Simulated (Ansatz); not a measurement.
# GaP: geometry relaxation (part 1 of 3)

The run: geometry relaxation of GaP (P1, 32 atoms in the cell). Method and program: DFT PBE, scalar-relativistic, plane waves, PAW, no spin polarisation (Ansatz 0.2.0).

The structure derives from a Materials Project entry. It belongs to a series of runs on one base structure; here: the perfect supercell shaken and relaxed.

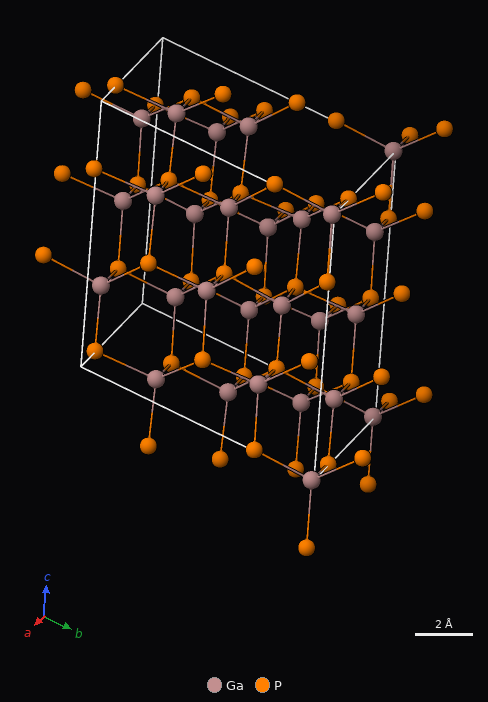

*The input geometry (ball-and-stick view of the cell of the calculation, seen slightly off an axis; bonded neighbours outside the cell are drawn too). An atom can appear more than once, as a periodic image.*

Near neighbours in the periodic cell (some may lie outside the picture): Ga has 4 P at 2.25 to 2.51 Å; P has 4 Ga at 2.25 to 2.51 Å.

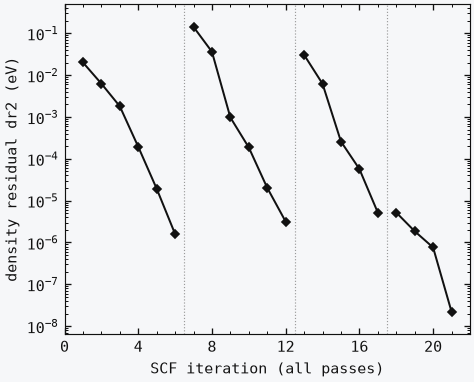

*Convergence of the self-consistent field: density residual dr2 against the SCF iteration. The dotted lines part the SCF passes of the relaxation: geometry steps, rejected trials and re-solves on a re-selected basis.*

The passes take 6, 6, 5 and 4 iterations.

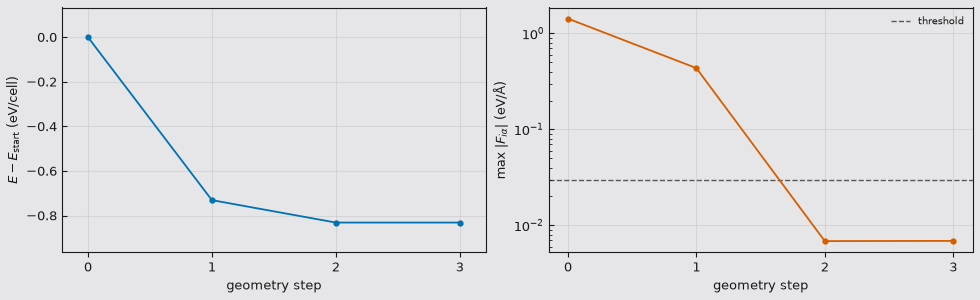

*Progress of the relaxation, step by step (the first geometry is step 0 here and step 1 in the log).*

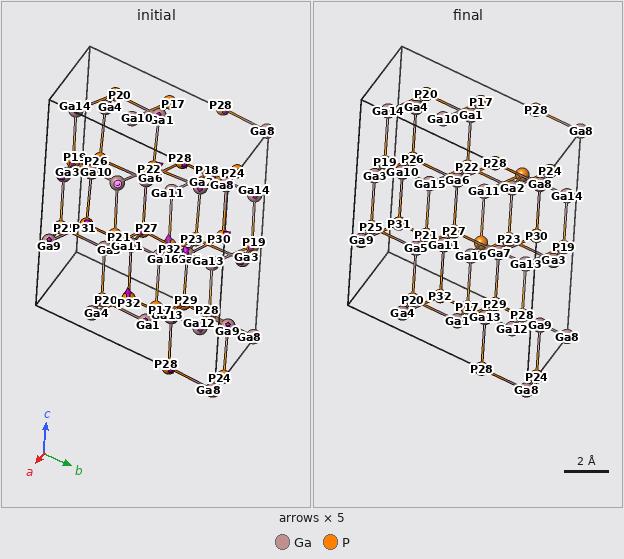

*Before (left) and after (right) the relaxation, at one scale (ball-and-stick view of the cell of the calculation, seen slightly off an axis). The pink arrows give the displacements, magnified 5 times.*

Over 3 geometry steps the energy falls by 0.831 eV per cell of the calculation. The largest force component goes from 1.4 to 0.0069 eV/Å. The largest moves, 0.11 Å, are those of P22 and P32. By element the largest moves are P 0.11 Å, Ga 0.10 Å. The cell doesn't change. Distances before and after: Ga15–P22 2.249 → 2.383 Å, Ga13–P32 2.257 → 2.384 Å, Ga15–P31 2.508 → 2.384 Å, Ga7–P29 2.268 → 2.383 Å. Among the angles that change: Ga1–P22–Ga2 104.3° → 109.5°, Ga3–P26–Ga10 114.2° → 109.4°, Ga8–P30–Ga14 105.2° → 109.5°. The space group (tolerance 0.01 Å) goes from P1 (No. 1) to F-43m (No. 216). (Atoms are counted from 1 in the order of the input.)

The input that produced these results follows, with the program's output.

### The input
```yaml
crystal:
  lattice:
    - [-5.5051169769, 5.5051169769, 5.5051169769]
    - [5.5051169769, -5.5051169769, 5.5051169769]
    - [5.5051169769, 5.5051169769, -5.5051169769]
  atoms:
    - { symbol: Ga, position: [0.5041916301, 0.5012649067, 0.0001745256] }
    - { symbol: Ga, position: [0.4973164908, 0.7491714907, 0.7549627811] }
    - { symbol: Ga, position: [0.4934494169, 0.0033824539, 0.5050251074] }
    - { symbol: Ga, position: [0.7503858565, 0.2564273575, 0.0037791871] }
    - { symbol: Ga, position: [0.4980113862, 0.2515879852, 0.2500115201] }
    - { symbol: Ga, position: [0.7552422685, 0.5048592415, 0.7560048941] }
    - { symbol: Ga, position: [0.7487352549, 0.7532393083, 0.4925383296] }
    - { symbol: Ga, position: [-0.0008108966, -0.0100103943, -0.0040973064] }
    - { symbol: Ga, position: [0.7514573179, -0.0007947715, 0.2462640996] }
    - { symbol: Ga, position: [-0.0036728981, 0.2537186098, 0.7519853632] }
    - { symbol: Ga, position: [-0.0045849577, 0.4949503601, 0.496642273] }
    - { symbol: Ga, position: [0.2501984893, 0.7475690652, 0.0052497409] }
    - { symbol: Ga, position: [-0.005014441, 0.7385005102, 0.2482272559] }
    - { symbol: Ga, position: [0.2503987019, -0.0025861119, 0.7544304393] }
    - { symbol: Ga, position: [0.2606233916, 0.2497391843, 0.5058184167] }
    - { symbol: Ga, position: [0.2438259717, 0.5013437511, 0.2475265661] }
    - { symbol: P, position: [0.2506922151, 0.5024247209, 0.0005207186] }
    - { symbol: P, position: [0.2476277425, 0.7447217584, 0.7530024181] }
    - { symbol: P, position: [0.2545689284, 0.0022356225, 0.5086105941] }
    - { symbol: P, position: [0.5000426198, 0.2559396844, 0.0027366846] }
    - { symbol: P, position: [0.2542977798, 0.2536723977, 0.2520828524] }
    - { symbol: P, position: [0.4962785799, 0.4873498592, 0.7401287947] }
    - { symbol: P, position: [0.4906702466, 0.7421870474, 0.4956639287] }
    - { symbol: P, position: [0.7496230671, -0.0053230648, -0.0026985826] }
    - { symbol: P, position: [0.5083238235, 0.0076960199, 0.2551151351] }
    - { symbol: P, position: [0.7523038113, 0.2463908596, 0.7480288262] }
    - { symbol: P, position: [0.7475262901, 0.5041640604, 0.5055258442] }
    - { symbol: P, position: [-0.0002795015, 0.743635675, 0.0044939644] }
    - { symbol: P, position: [0.7543012754, 0.7521856702, 0.2562826987] }
    - { symbol: P, position: [-0.0099587319, -0.0112263506, 0.7384835224] }
    - { symbol: P, position: [-0.0087562439, 0.244465776, 0.4912155038] }
    - { symbol: P, position: [-0.0005566539, 0.5007122103, 0.2397346238] }
basis:
  ecutwfc: 420
  xc_grid: 2
kpoints:
  mp_grid: { grid: [2, 2, 2], shift: [0.5, 0.5, 0.5] }
hamiltonian:
  xc: pbe
scf:
  occupations: { method: gaussian, width: 0.02 }
output:
  forces: true
  stress: false
  eigenvalues: true
relax:
  adjacent_minimum: "off"
  f_tol: 0.03
  max_steps: 25
```

Launch command:
```bash
ansatz run input.yaml --threads 8 --pin off --max-ram 16384MiB --backend cpu --events-out ev --progress --plain --runs-dir out
```

### Output
```
Engine: ansatz 0.2.0, aarch64-unknown-linux-gnu
Pseudopotentials: kind: paw
Pseudopotential: Ga, paw, valence charge 13, recommended cutoff 420 eV (normal), Ga.paw.azcp
Pseudopotential: P, paw, valence charge 5, recommended cutoff 420 eV (normal), P.paw.azcp
Functional definition: PBE
  parameter kappa = 0.804
  parameter beta = 0.06672455060314922
  exchange = pbe_x(kappa = kappa, mu = beta*pi^2/3)
  correlation = pbe_c(beta = beta)
Crystal: 32 atoms, lattice volume = 667.359 Å³
Basis set: ecut = 420 eV, 13067 PW (Γ), exchange–correlation on 128×128×128 points (8 copies of the dense FFT grid, shifted against one another)
Bands: 176, of which v1, the nominal top of the filled ones, is band 144 counted from 1 (143 counted from 0)
Symmetry: 1 space group operations
Space group: P1 (ITA 1), of the structure as read, at distance tolerance 8.7e-5 Å
k-points: 4 of 8 (time reversal used)
Non-local potential: Ga, projectors of the file, l = 0: 2, l = 1: 2, l = 2: 3, l = 3: 1
Non-local potential: P, projectors of the file, l = 0: 2, l = 1: 2, l = 2: 2
PAW form: soft (Blöchl's): semilocal exchange-correlation on the pseudo side does not see the compensation charge
PAW one-centre angular grid: Ga, 590 points (default); XC on 64 Gauss nodes
PAW one-centre angular grid: P, 110 points (default); XC on 64 Gauss nodes
Initial density: superposition of atomic densities (neutral atoms: chi_scale 0, normalization atom), corrected by the library's trained network
Initial wavefunctions: pseudopotential atomic-orbital guess
Functional: x = pbe(κ = 0.804, μ = 0.2195149727645171), c = pbe(β = 0.06672455060314922)
SCF iter   1: F=—  HF=-72632.134958 eV  |F-HF|=—  |Δ(HF+E_count)|=         —  Δρ=1.38e-3  dr2=2.02e-2  ethr=1.77e-3  ⟨swp⟩=7.8  Hψ=2943  notcnv=0
preconditioner: auto → Resta (q_TF=auto, 2.372 Å⁻¹)  ε∞=4.1  [insulator: Δε(μ)=2.130 eV  Ē_g=13.808 eV  σ=0.020 eV  W_gap=1.00  n_scr=140 (ndim 8)  ℏωp=24.4 eV  f_vac=0.016  D(μ)=0.00/eV (n_scr^D=0)  ε∞_Penn≈4.1]
SCF iter   2: F=—  HF=-72632.101081 eV  |F-HF|=—  |Δ(HF+E_count)|=   3.39e-2  Δρ=9.81e-4  dr2=6.30e-3  ethr=7.01e-6  ⟨swp⟩=3.0  Hψ=1547  notcnv=0  defer=105
SCF iter   3: F=—  HF=-72632.100588 eV  |F-HF|=—  |Δ(HF+E_count)|=   4.93e-4  Δρ=4.01e-4  dr2=1.81e-3  ethr=2.19e-6  ⟨swp⟩=2.0  Hψ=919  notcnv=0  defer=105
SCF iter   4: F=—  HF=-72632.101284 eV  |F-HF|=—  |Δ(HF+E_count)|=   6.97e-4  Δρ=1.77e-4  dr2=1.95e-4  ethr=6.28e-7  ⟨swp⟩=2.0  Hψ=855  notcnv=0  defer=105
SCF iter   5: F=—  HF=-72632.101469 eV  |F-HF|=—  |Δ(HF+E_count)|=   1.84e-4  Δρ=4.32e-5  dr2=1.94e-5  ethr=6.76e-8  ⟨swp⟩=2.0  Hψ=1175  notcnv=0  defer=105
SCF iter   6: F=-72632.101502 eV  HF=-72632.101503 eV  |F-HF|=1.01e-6  |Δ(HF+E_count)|=   3.45e-5  Δρ=1.70e-5  dr2=1.60e-6  ethr=6.73e-9  ⟨swp⟩=11.5  Hψ=3160  notcnv=0
SCF 1 converged in 6 iterations: F = -72632.101502 eV  dr2 = 1.60e-6
  greatest PAW one-centre occupation: 0.994 electrons in one spin orbital (limit 2), on the Ga atom at site 10 (counted from 0), in its partial waves of l = 2
relax step   1: F+E_penalty+E_count = -72632.10150238 eV  Δ(F+E_penalty+E_count) = +0.000e0 eV  max|allowed force component| = 1.429e0 eV/Å  Δτ_max = 0.0000 Å  (6 SCF iters, dr2 threshold 2.25e-5 eV, accepted)
Initial density: handed on by an earlier stage of this run
Initial wavefunctions: those handed on with the density
iter 1 solved again at ethr=4.98e-5 eV; its pass at ethr=3.10e-3 eV (dr2=1.43e-1 eV) is discarded
SCF iter   1: F=—  HF=-72632.849613 eV  |F-HF|=—  |Δ(HF+E_count)|=         —  Δρ=6.08e-3  dr2=1.43e-1  ethr=4.98e-5  ⟨swp⟩=2.0  Hψ=2343  notcnv=0  defer=106
preconditioner: auto → Resta (q_TF=auto, 2.372 Å⁻¹)  ε∞=4.1  [insulator: Δε(μ)=2.261 eV  Ē_g=13.828 eV  σ=0.020 eV  W_gap=1.00  n_scr=140 (ndim 8)  ℏωp=24.4 eV  f_vac=0.011  D(μ)=0.00/eV (n_scr^D=0)  ε∞_Penn≈4.1]
SCF iter   2: F=—  HF=-72632.833320 eV  |F-HF|=—  |Δ(HF+E_count)|=   1.63e-2  Δρ=3.20e-3  dr2=3.64e-2  ethr=4.98e-5  ⟨swp⟩=3.5  Hψ=789  notcnv=0  defer=106
SCF iter   3: F=—  HF=-72632.832318 eV  |F-HF|=—  |Δ(HF+E_count)|=   1.00e-3  Δρ=4.19e-4  dr2=9.76e-4  ethr=1.26e-5  ⟨swp⟩=3.8  Hψ=1199  notcnv=0  defer=106
SCF iter   4: F=—  HF=-72632.832385 eV  |F-HF|=—  |Δ(HF+E_count)|=   6.75e-5  Δρ=1.96e-4  dr2=1.87e-4  ethr=3.39e-7  ⟨swp⟩=2.0  Hψ=1252  notcnv=0  defer=106
SCF iter   5: F=—  HF=-72632.832265 eV  |F-HF|=—  |Δ(HF+E_count)|=   1.20e-4  Δρ=5.70e-5  dr2=2.03e-5  ethr=6.49e-8  ⟨swp⟩=2.0  Hψ=1174  notcnv=0  defer=106
SCF iter   6: F=-72632.832278 eV  HF=-72632.832274 eV  |F-HF|=3.62e-6  |Δ(HF+E_count)|=   9.11e-6  Δρ=2.07e-5  dr2=3.16e-6  ethr=7.04e-9  ⟨swp⟩=13.5  Hψ=3342  notcnv=0
SCF 2 converged in 6 iterations: F = -72632.832278 eV  dr2 = 3.16e-6
relax step   2: F+E_penalty+E_count = -72632.83227756 eV  Δ(F+E_penalty+E_count) = -7.308e-1 eV  max|allowed force component| = 4.357e-1 eV/Å  Δτ_max = 0.1030 Å  (6 SCF iters, dr2 threshold 1.00e-4 eV, accepted)
SCF iter   1: F=—  HF=-72632.936272 eV  |F-HF|=—  |Δ(HF+E_count)|=         —  Δρ=3.34e-3  dr2=3.07e-2  ethr=9.90e-5  ⟨swp⟩=5.5  Hψ=1715  notcnv=0  defer=106
preconditioner: auto → Resta (q_TF=auto, 2.372 Å⁻¹)  ε∞=4.1  [insulator: Δε(μ)=2.303 eV  Ē_g=13.833 eV  σ=0.020 eV  W_gap=1.00  n_scr=140 (ndim 8)  ℏωp=24.4 eV  f_vac=0.011  D(μ)=0.00/eV (n_scr^D=0)  ε∞_Penn≈4.1]
SCF iter   2: F=—  HF=-72632.932206 eV  |F-HF|=—  |Δ(HF+E_count)|=   4.07e-3  Δρ=1.64e-3  dr2=6.25e-3  ethr=1.06e-5  ⟨swp⟩=2.2  Hψ=1088  notcnv=0  defer=106
SCF iter   3: F=—  HF=-72632.932885 eV  |F-HF|=—  |Δ(HF+E_count)|=   6.79e-4  Δρ=2.34e-4  dr2=2.60e-4  ethr=2.17e-6  ⟨swp⟩=2.0  Hψ=1174  notcnv=0  defer=106
SCF iter   4: F=—  HF=-72632.932959 eV  |F-HF|=—  |Δ(HF+E_count)|=   7.42e-5  Δρ=1.06e-4  dr2=5.72e-5  ethr=9.03e-8  ⟨swp⟩=2.0  Hψ=1174  notcnv=0  defer=106
SCF iter   5: F=-72632.932923 eV  HF=-72632.932923 eV  |F-HF|=4.96e-7  |Δ(HF+E_count)|=   3.58e-5  Δρ=2.92e-5  dr2=5.20e-6  ethr=4.12e-9  ⟨swp⟩=12.0  Hψ=4158  notcnv=0
SCF 3 converged in 5 iterations: F = -72632.932923 eV  dr2 = 5.20e-6
  greatest PAW one-centre occupation: 0.994 electrons in one spin orbital (limit 2), on the Ga atom at site 14 (counted from 0), in its partial waves of l = 2
relax step   3: F+E_penalty+E_count = -72632.93292262 eV  Δ(F+E_penalty+E_count) = -1.006e-1 eV  max|allowed force component| = 6.851e-3 eV/Å  Δτ_max = 0.0638 Å  (5 SCF iters, dr2 threshold 1.19e-5 eV, accepted)
iter 1 solved again at ethr=1.81e-9 eV; its pass at ethr=3.10e-3 eV (dr2=5.21e-6 eV) is discarded
SCF iter   1: F=—  HF=-72632.932884 eV  |F-HF|=—  |Δ(HF+E_count)|=         —  Δρ=2.92e-5  dr2=5.21e-6  ethr=1.81e-9  ⟨swp⟩=1.0  Hψ=1656  notcnv=0
preconditioner: auto → Resta (q_TF=auto, 2.372 Å⁻¹)  ε∞=4.1  [insulator: Δε(μ)=2.303 eV  Ē_g=13.819 eV  σ=0.020 eV  W_gap=1.00  n_scr=140 (ndim 8)  ℏωp=24.4 eV  f_vac=0.011  D(μ)=0.00/eV (n_scr^D=0)  ε∞_Penn≈4.1]
SCF iter   2: F=—  HF=-72632.932924 eV  |F-HF|=—  |Δ(HF+E_count)|=   4.01e-5  Δρ=1.62e-5  dr2=1.86e-6  ethr=1.81e-9  ⟨swp⟩=2.0  Hψ=1166  notcnv=0
SCF iter   3: F=—  HF=-72632.932925 eV  |F-HF|=—  |Δ(HF+E_count)|=   1.02e-6  Δρ=9.49e-6  dr2=7.60e-7  ethr=6.44e-10  ⟨swp⟩=2.0  Hψ=960  notcnv=0
SCF iter   4: F=-72632.932926 eV  HF=-72632.932926 eV  |F-HF|=1.70e-8  |Δ(HF+E_count)|=   8.94e-7  Δρ=1.63e-6  dr2=2.21e-8  ethr=3.47e-11  ⟨swp⟩=4.5  Hψ=2984  notcnv=0
SCF 4 converged in 4 iterations: F = -72632.932926 eV  dr2 = 2.21e-8
relax step   4: F+E_penalty+E_count = -72632.93292578 eV  Δ(F+E_penalty+E_count) = -3.164e-6 eV  max|allowed force component| = 6.886e-3 eV/Å  Δτ_max = 0.0000 Å  (4 SCF iters, accepted)
SCF converged after 4 iterations
Free energy (F): -72632.932926 eV
Harris-Foulkes:  -72632.932926 eV  (|F-HF|=1.70e-8)
Internal energy: -72632.932926 eV  (E = F + TS)
E sigma→0 (E₀):  -72632.932926 eV
Fermi energy:    7.249362 eV
--- Per-component energies (eV) ---
  E_band       = -1018.621641
  E_kinetic    = 2966.319443
  E_local      = -35527.481856  (includes V_loc(G=0)·N_el)
  E_nonlocal   = 7341.274702
  E_hartree    = 16402.761340
  E_xc         = -2085.051719
  E_vxc        = -1894.650459  (∫ρ·V_xc dr)
  E_paw        = -40936.799885  (= ΣΔE_a)
  E_vpaw       = -6709.605206  (= ΣTr[D̂ρ^β])
  E_aug_tail   = -0.001381  (compensation charges beyond the density's cutoff)
  E_ewald      = -20793.953570
  E_smearing   = -0.000000  (= −TS)
  E_closure    = -0.000000  (closes the sum)
  Σ components = -72632.932926   (vs F -72632.932926, Δ=0.00e0)
--- Forces (eV/Å), atoms counted from 1 ---
  atom   1  Ga     0.00164704    -0.00199550     0.00519111
  atom   2  Ga    -0.00109894     0.00274010     0.00149028
  atom   3  Ga    -0.00052309     0.00164308     0.00392976
  atom   4  Ga     0.00061886    -0.00257866    -0.00297948
  atom   5  Ga    -0.00121200     0.00128828     0.00490621
  atom   6  Ga     0.00119353     0.00107134    -0.00469893
  atom   7  Ga     0.00177930     0.00000914    -0.00608749
  atom   8  Ga     0.00086727     0.00009514     0.00452635
  atom   9  Ga    -0.00124552    -0.00047442    -0.00342401
  atom  10  Ga    -0.00347728     0.00386087     0.00571886
  atom  11  Ga     0.00181927    -0.00154090     0.00416657
  atom  12  Ga     0.00222006    -0.00185670    -0.00180937
  atom  13  Ga     0.00152644     0.00145091     0.00456174
  atom  14  Ga     0.00053292     0.00075102    -0.00397503
  atom  15  Ga    -0.00114065    -0.00495067    -0.00688580
  atom  16  Ga    -0.00036592    -0.00052419    -0.00285126
  atom  17  P      0.00080369    -0.00075140     0.00041710
  atom  18  P     -0.00062102    -0.00006728     0.00114819
  atom  19  P      0.00203643     0.00036996     0.00072156
  atom  20  P      0.00002238    -0.00074318     0.00055023
  atom  21  P      0.00047531     0.00155254     0.00120348
  atom  22  P     -0.00017017    -0.00016633    -0.00099371
  atom  23  P     -0.00059888     0.00072440    -0.00167282
  atom  24  P     -0.00183534     0.00056429    -0.00010382
  atom  25  P      0.00073167     0.00026947     0.00076984
  atom  26  P     -0.00221279     0.00080405    -0.00063148
  atom  27  P     -0.00110206     0.00163260    -0.00187958
  atom  28  P     -0.00054326    -0.00044421     0.00178010
  atom  29  P      0.00013003     0.00129103    -0.00034189
  atom  30  P     -0.00053604     0.00022976    -0.00148517
  atom  31  P      0.00092637    -0.00352446    -0.00193043
  atom  32  P     -0.00063340    -0.00072661     0.00066900
  max |Σ_I F_I| component: 1.42e-5 eV/Å
--- Band table (eV) ---
  k-point 0: bands = ["-7.8541", "-7.8540", "-7.8540", "-7.8540", "-7.8539", "-7.8539", "-7.8539", "-7.8539", "-7.8539", "-7.8538", "-7.8538", "-7.8537", "-7.8085", "-7.8085", "-7.8085", "-7.8085", "-7.7564", "-7.7564", "-7.7564", "-7.7564", "-7.7563", "-7.7563", "-7.7563", "-7.7563", "-7.7344", "-7.7344", "-7.7344", "-7.7343", "-7.7343", "-7.7343", "-7.7343", "-7.7343", "-7.7342", "-7.7342", "-7.7342", "-7.7341", "-7.7275", "-7.7274", "-7.7274", "-7.7274",
      "-7.7274", "-7.7273", "-7.7273", "-7.7273", "-7.7273", "-7.7273", "-7.7272", "-7.7272", "-7.6921", "-7.6921", "-7.6920", "-7.6920", "-7.6920", "-7.6920", "-7.6919", "-7.6919", "-7.6919", "-7.6919", "-7.6919", "-7.6918", "-7.6779", "-7.6779", "-7.6778", "-7.6778", "-7.6778", "-7.6778", "-7.6777", "-7.6777", "-7.6677", "-7.6676", "-7.6676", "-7.6676", "-7.6676", "-7.6675", "-7.6675", "-7.6675", "-7.6675", "-7.6674", "-7.6674", "-7.6674",
      "-4.8122", "-4.8119", "-4.8118", "-4.8117", "-3.2743", "-3.2742", "-3.2741", "-3.2740", "-3.2739", "-3.2738", "-3.2737", "-3.2736", "-3.2735", "-3.2735", "-3.2734", "-3.2732", "0.7023", "0.7025", "0.7028", "0.7031", "0.7032", "0.7033", "0.7035", "0.7037", "0.7038", "0.7039", "0.7041", "0.7041", "2.9031", "2.9033", "2.9034", "2.9036", "3.5975", "3.5976", "3.5977", "3.5978", "3.5979", "3.5980", "3.5981", "3.5982",
      "3.5983", "3.5985", "3.5986", "3.5987", "4.7617", "4.7618", "4.7619", "4.7620", "4.7621", "4.7622", "4.7624", "4.7625", "4.7627", "4.7628", "4.7629", "4.7631", "6.0791", "6.0792", "6.0793", "6.0794", "6.0795", "6.0796", "6.0797", "6.0799", "8.7667", "8.7668", "8.7670", "8.7672", "9.1825", "9.1827", "9.1829", "9.1830", "9.1831", "9.1833", "9.1834", "9.1835", "9.1838", "9.1839", "9.1841", "9.1844",
      "11.4373", "11.4374", "11.4376", "11.4376", "11.4377", "11.4378", "11.4379", "11.4380", "11.5607", "11.5608", "11.5612", "11.5617", "11.5629", "11.5631", "11.5632", "11.5633"]
```
